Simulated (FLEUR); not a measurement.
# A series of single points on Rh

System: Rh (1 atom in the cell).
Method: Kohn-Sham DFT of a periodic cell, WC, all-electron, no spin polarisation (FLEUR MaX-R8.1 (later development tree)).

The 5 runs differ only in the geometry, by an even scaling of the cell at fixed fractional positions. The structure derives from an entry of the Crystallography Open Database.

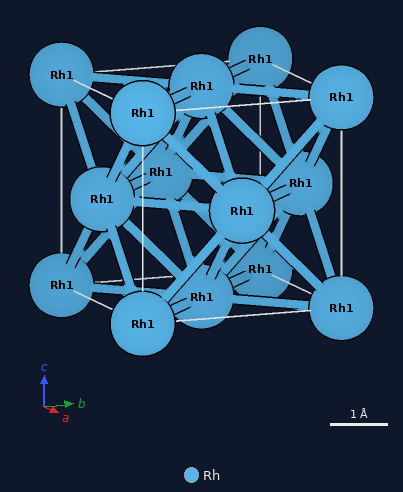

Figure 1. The structure of run 3 (ball-and-stick view of the cell 4 times as large as that of the calculation, set on its symmetry axes, seen slightly off an axis; atoms are numbered from 1 in the order of the input).

### Input of run 3
```
<?xml version="1.0" encoding="UTF-8" standalone="no"?>
<fleurInput fleurInputVersion="0.39">
   <comment>
      Rh                                                                                                  
   </comment>
   <calculationSetup>
      <cutoffs Kmax="4.26" Gmax="13.2" GmaxXC="13.2" numbands="0"/>
      <scfLoop itmax="60" minDistance="0.00001" maxIterBroyd="15" imix="Anderson" alpha="0.05" precondParam="0.0" spinf="2.0" sdNocoIR="T"/>
      <coreElectrons ctail="T" frcor="F" kcrel="0" coretail_lmax="0"/>
      <xcFunctional name="wc" relativisticCorrections="F"/>
      <magnetism jspins="1"/>
      <soc l_soc="F" theta="0.0" phi="0.0" spav="F"/>
      <expertModes spex="0" secvar="F"/>
      <geometryOptimization l_f="F" forcealpha="1.0" forcemix="BFGS" epsdisp="0.00001" epsforce="0.00001"/>
      <ldaU l_linMix="F" mixParam="0.05" spinf="1.0"/>
   </calculationSetup>
   <cell>
      <bzIntegration valenceElectrons="17.0" mode="hist" fermiSmearingEnergy="0.00183747">
         <kPointListSelection listName="default-1"/>
         <!-- k-points included here -->
         <xi:include xmlns:xi="http://www.w3.org/2001/XInclude" href="kpts.xml"> </xi:include>
      </bzIntegration>
      <!-- symmetry operations included here -->
      <xi:include xmlns:xi="http://www.w3.org/2001/XInclude" href="sym.xml"> </xi:include>
      <bulkLattice scale="1.0000000000">
         <bravaisMatrix>
            <row-1>    0.0000000000000000     3.5864167255721098     3.5864167255721098</row-1>
            <row-2>    3.5864167255721098     0.0000000000000000     3.5864167255721098</row-2>
            <row-3>    3.5864167255721098     3.5864167255721098     0.0000000000000000</row-3>
         </bravaisMatrix>
      </bulkLattice>
   </cell>
   <atomSpecies>
      <species name="Rhodium (Rh)" element="Rh" atomicNumber="45">
         <mtSphere radius="2.3" gridPoints="777" logIncrement="0.016"/>
         <atomicCutoffs lmax="9" lnonsphr="7"/>
         <electronConfig flipSpins="F">
            <coreConfig>(1s1/2) (2s1/2) (2p1/2) (2p3/2) (3s1/2) (3p1/2) (3p3/2) (3d3/2) (3d5/2)</coreConfig>
            <valenceConfig>(4s1/2) (4p1/2) (4p3/2) (5s1/2) (4d3/2) (4d5/2)</valenceConfig>
            <stateOccupation state="(5s1/2)" spinUp="0.500000" spinDown="0.500000"/>
            <stateOccupation state="(4d3/2)" spinUp="1.600000" spinDown="1.600000"/>
            <stateOccupation state="(4d5/2)" spinUp="2.400000" spinDown="2.400000"/>
         </electronConfig>
         <energyParameters s="5" p="5" d="4" f="4"/>
         <lo type="SCLO" l="0" n="4" eDeriv="0"/>
         <lo type="SCLO" l="1" n="4" eDeriv="0"/>
         <lo type="SCLO" l="1" n="4" eDeriv="1"/>
         <lo type="SCLO" l="2" n="4" eDeriv="2"/>
         <lo type="SCLO" l="3" n="4" eDeriv="2"/>
      </species>
   </atomSpecies>
   <atomGroups>
      <atomGroup species="Rhodium (Rh)">
         <relPos label="                   1">.0000000000 .0000000000 .0000000000</relPos>
         <force calculate="T" relaxXYZ="TTT"/>
      </atomGroup>
   </atomGroups>
   <output dos="F" band="F" slice="F">
      <checks vchk="F" cdinf="F"/>
      <bandDOS minEnergy="-.5*Htr" maxEnergy="0.5*Htr" sigma="0.015" storeEVData="T"/>
      <vacuumDOS vacdos="F" integ="F" star="F" nstars="0" locx1="0.0" locy1="0.0" locx2="0.0" locy2="0.0" nstm="0" tworkf="0.0"/>
      <unfoldingBand unfoldBand="F" supercellX="1" supercellY="1" supercellZ="1"/>
      <plotting iplot="0" polar="F">
         <plot TwoD="T" vec1="  1.0  0.0  0.0" vec2="  0.0  1.0  0.0" vec3="  0.0  0.0  1.0" zero="  0.0  0.0  0.0" file="plot"/>
      </plotting>
      <chargeDensitySlicing numkpt="0" minEigenval="0.0" maxEigenval="0.0" nnne="0" pallst="F"/>
      <specialOutput eonly="F"/>
      <moessbauerParams electricFieldGradient="T" isomerShift="T" coreHyperfine="T" valenceHyperfine="T"/>
      <magneticCircularDichroism mcd="F" energyLo="-10.0" energyUp="0.0"/>
   </output>
  <!-- We include the file relax.xml here to enable relaxations (see documentation) -->
  <xi:include xmlns:xi="http://www.w3.org/2001/XInclude" href="relax.xml"> <xi:fallback/> </xi:include>
</fleurInput>
```

Command:
```bash
inpgen -f crystal.txt -profile fastHighL; fleur_MPI
```

Run 4 has the same physical settings and fractional positions; its lattice vectors (Å) are:
```
   0.000000    1.922825    1.922825
   1.922825    0.000000    1.922825
   1.922825    1.922825    0.000000
```

### Results, with one run withheld

| run | volume per atom (Å³) | free energy per atom, from the lowest run given (meV) |
| --- | --- | --- |
| 1 | 12.851 | 41.92 |
| 2 | 13.125 | 16.05 |
| 3 | 13.671 | 0.00 |
| 4 | 14.218 | ? |
| 5 | 14.492 | 46.59 |

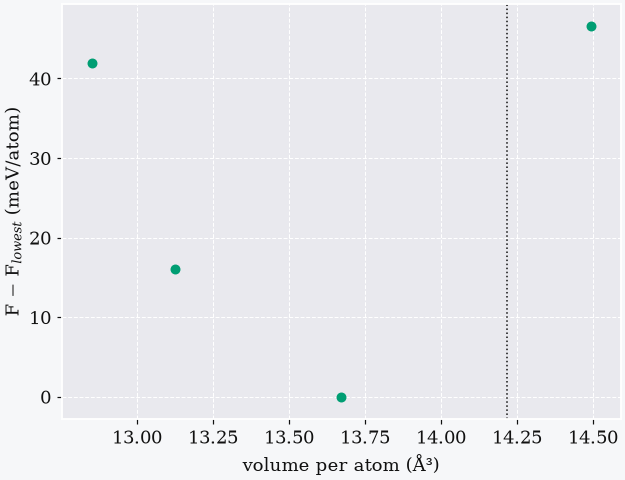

Figure 2. Free energy per atom of the runs given; the dotted line marks run 4.

Fit the runs given and predict run 4.

A quadratic polynomial in V^(−2/3) (the Birch–Murnaghan form), fitted to the 4 runs given, misses them by at most 0.18 meV per atom. With x = V^(−2/3) − 0.17628 Å⁻², it reads F = 0.27339 + 1521.5 x + 9.0496e+05 x² (meV per atom). At run 4 it gives 22.72 meV per atom, and the run itself gives 23.18. The fit has its minimum at 13.608 Å³ per atom, where V d²F/dV² gives 291 GPa: the bulk modulus at this level, since symmetry fixes the shape and the positions.

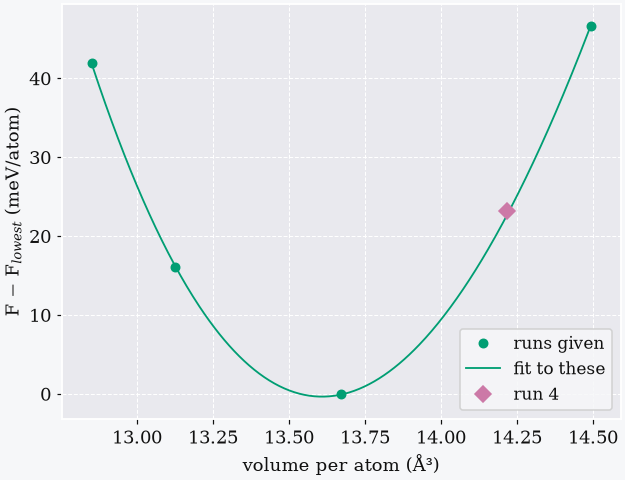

Figure 3. The fit and the withheld run.

### Output (run 4)
```
Welcome to FLEUR        (www.flapw.de)
      MaX-Release 8.1          (www.max-centre.eu)

 ========== k-point set info ==========
 Selected k-point list: default-1
 k-point list type: mesh
 12 x 12 x 12
 Number of k points: 72

 ------------Calculation Setup---------------------------
 Number of MPI-tasks      :            1
 Number of PE/node        :            1
 Number of OMP-threads    :            1
 Most efficient MPI parallelization for:
           1           2           3           4           6           8           9          12          18          24          36          72
 Additional eigenvalue parallelization possible
 Number of basis functions:          172
 Approximate size of matrices (H+S) per k-point:         0.000 GB
 --------------------------------------------------------

 Iteration:     1   Distance:      18.26966216 me/bohr^3

 Iteration:     2   Distance:      15.98154151 me/bohr^3

 Iteration:     3   Distance:       5.69527237 me/bohr^3

 Iteration:     4   Distance:       3.99285017 me/bohr^3

 Iteration:     5   Distance:       1.59678209 me/bohr^3

 Iteration:     6   Distance:       0.40589381 me/bohr^3

 Iteration:     7   Distance:       0.07508845 me/bohr^3

 Iteration:     8   Distance:       0.00589623 me/bohr^3

 Iteration:     9   Distance:       0.00366094 me/bohr^3

 Iteration:    10   Distance:       0.00053942 me/bohr^3

 Iteration:    11   Distance:       0.00034679 me/bohr^3

 Iteration:    12   Distance:       0.00001868 me/bohr^3

 Iteration:    13   Distance:       0.00000873 me/bohr^3

 ********************************************************************
 Run finished successfully
 Stop message:
   all done
 ********************************************************************
```
